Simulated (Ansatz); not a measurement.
## Pt: 5 runs along one coordinate

System: Pt (1 atom in the cell).
Method: DFT PBEsol, scalar-relativistic, plane waves, PAW, no spin polarisation (Ansatz 0.2.0).

The 5 runs differ only in the geometry, by a strain of the cell at fixed fractional positions. Against run 3, the strain is εxx = −0.02 η, εxy = η and εyy = −0.02 η. The structure derives from an entry of the Crystallography Open Database.

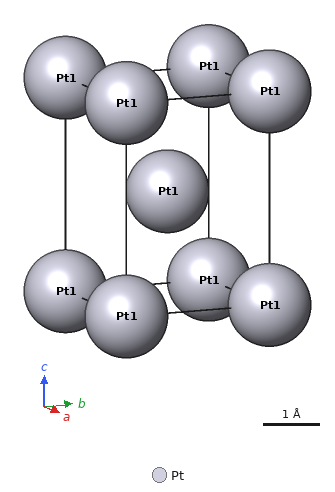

Figure 1. The structure of run 3 (spheres-only view of the cell 2 times as large as that of the calculation, set on its symmetry axes, seen slightly off an axis; atoms are numbered from 1 in the order of the input). An atom can appear more than once, as a periodic image.

## Input of run 3
```yaml
crystal:
  lattice:
    - [0.036710625, 1.9579, 1.9579]
    - [1.9579, 0.036710625, 1.9579]
    - [1.994610625, 1.994610625, 0.0]
  atoms:
    - { symbol: Pt, position: [0.0, 0.0, 0.0] }
basis:
  ecutwfc: 420
kpoints:
  mp_grid: { grid: [20, 20, 20] }
hamiltonian:
  xc: pbesol
scf:
  occupations: { method: gaussian, width: 0.15 }
output:
  forces: true
  stress: true
  eigenvalues: true
```

Command:
```bash
ansatz run input.yaml --threads 1 --pin off --max-ram 2560MiB --backend cpu --events-out ev --progress --plain --runs-dir out
```

Lattice vectors (Å) and fractional positions of run 3:
```
   0.036711    1.957900    1.957900
   1.957900    0.036711    1.957900
   1.994611    1.994611    0.000000
Pt  0.000000  0.000000  0.000000
```

Run 2 differs from it as follows:
```diff
-    - [0.036710625, 1.9579, 1.9579]
-    - [1.9579, 0.036710625, 1.9579]
-    - [1.994610625, 1.994610625, 0.0]
+    - [0.022026375, 1.9579, 1.9579]
+    - [1.9579, 0.022026375, 1.9579]
+    - [1.979926375, 1.979926375, 0.0]
```

## Results, with one run withheld

| run | strain parameter η (%) | free energy per atom, from the lowest run given (meV) | pressure (GPa) |
| --- | --- | --- | --- |
| 1 | −1.1254 | 0.00 | 0.66 |
| 2 | −0.7503 | ? | ? |
| 3 | 0.0000 | 4.58 | 1.01 |
| 4 | 0.3751 | 7.05 | 1.19 |
| 5 | 0.7503 | 10.01 | 1.41 |

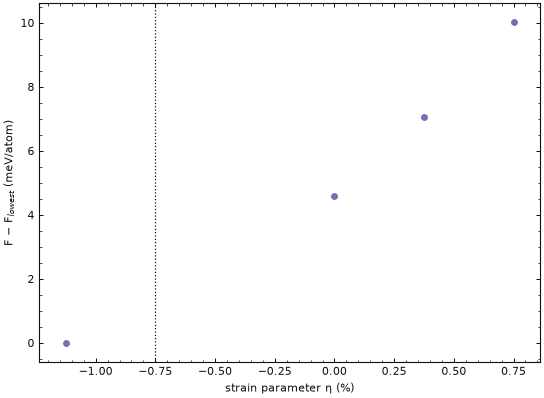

Figure 2. Free energy per atom of the runs given; the dotted line marks run 2.

What should run 2 give?

A quadratic polynomial in the coordinate, fitted to the 4 runs given, misses them by under 0.01 meV per atom. With x = η − 0.0000, it reads F = 4.5771 + 5.9699 x + 1.691 x² (meV per atom). At run 2 it gives 1.05 meV per atom, and the run itself gives 1.08. The fit has no minimum inside this range.

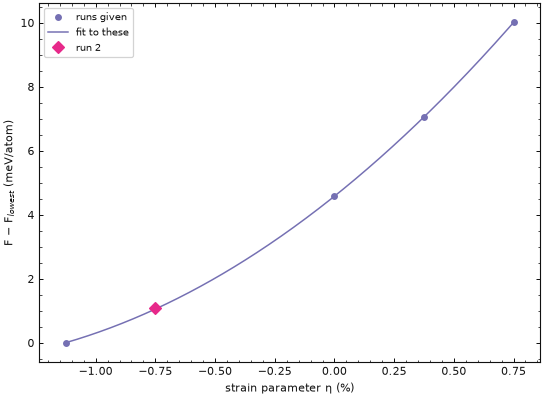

Figure 3. The fit and the withheld run.

## Output, shortened to warnings, some set-up lines, iterations and results (run 2)
```
Basis set: ecut = 420 eV, 295 PW (Γ), exchange–correlation on 40×40×40 points (8 copies of the dense FFT grid, shifted against one another)
Symmetry: 8 space group operations
k-points: 1166 of 8000
Initial density: superposition of atomic densities (neutral atoms: chi_scale 0, normalization atom), corrected by the library's trained network
[...]
SCF iter   1: F=—  HF=-12383.830086 eV  |F-HF|=—  |Δ(HF+E_count)|=         —  Δρ=6.55e-3  dr2=4.91e-3  ethr=1.77e-3  ⟨swp⟩=5.0  Hψ=82121  notcnv=0
SCF iter   2: F=—  HF=-12383.828685 eV  |F-HF|=—  |Δ(HF+E_count)|=   1.40e-3  Δρ=3.04e-3  dr2=9.76e-4  ethr=2.73e-5  ⟨swp⟩=1.3  Hψ=25625  notcnv=0
SCF iter   3: F=—  HF=-12383.828473 eV  |F-HF|=—  |Δ(HF+E_count)|=   2.12e-4  Δρ=3.77e-4  dr2=9.19e-6  ethr=5.42e-6  ⟨swp⟩=2.0  Hψ=20660  notcnv=0
SCF iter   4: F=—  HF=-12383.828480 eV  |F-HF|=—  |Δ(HF+E_count)|=   6.42e-6  Δρ=7.37e-5  dr2=2.27e-7  ethr=5.11e-8  ⟨swp⟩=2.6  Hψ=25139  notcnv=0
SCF iter   5: F=-12383.828480 eV  HF=-12383.828480 eV  |F-HF|=5.55e-9  |Δ(HF+E_count)|=   1.18e-7  Δρ=9.61e-6  dr2=9.24e-9  ethr=1.26e-9  ⟨swp⟩=2.0  Hψ=24331  notcnv=0
SCF iter   6: F=-12383.828480 eV  HF=-12383.828480 eV  |F-HF|=1.42e-10  |Δ(HF+E_count)|=   2.03e-9  Δρ=1.82e-6  dr2=2.82e-10  ethr=5.13e-11  ⟨swp⟩=1.9  Hψ=46523  notcnv=0
SCF 1 converged in 6 iterations: F = -12383.828480 eV  dr2 = 2.82e-10
SCF converged after 6 iterations
Free energy (F): -12383.828480 eV
Harris-Foulkes:  -12383.828480 eV  (|F-HF|=1.42e-10)
Internal energy: -12383.809184 eV  (E = F + TS)
E sigma→0 (E₀):  -12383.818832 eV
Entropy (-TS):   -0.019295 eV (-19.295 meV/atom)
Fermi energy:    23.385430 eV
--- Per-component energies (eV) ---
  E_band       = -129.531442
  E_kinetic    = 638.178083
  E_local      = -1457.124490  (includes V_loc(G=0)·N_el)
  E_nonlocal   = 202.935637
  E_hartree    = 540.051595
  E_xc         = -260.523433
  E_vxc        = -302.654862  (∫ρ·V_xc dr)
  E_paw        = -9316.321558  (= ΣΔE_a)
  E_vpaw       = -290.969824  (= ΣTr[D̂ρ^β])
  E_aug_tail   = 0.000186  (compensation charges beyond the density's cutoff)
  E_ewald      = -2731.292185
  E_core_change = 0.286981  (= ΣΔE_core)
  E_smearing   = -0.019295  (= −TS)
  E_closure    = 0.000000  (closes the sum)
  Σ components = -12383.828480   (vs F -12383.828480, Δ=0.00e0)
--- Forces (eV/Å), atoms counted from 1 ---
  atom   1  Pt    -0.00000000    -0.00000000     0.00000000
  max |Σ_I F_I| component: 1.23e-32 eV/Å
--- Stress (GPa, compression-positive) ---
        0.911553      -1.836490      -0.000000
       -1.836490       0.911553       0.000000
       -0.000000      -0.000000       0.411081
  P = ⅓ Tr σ = 0.7447 GPa (7.447 kbar)
```

Notes: Spin–orbit coupling is left out, which matters for Pt.
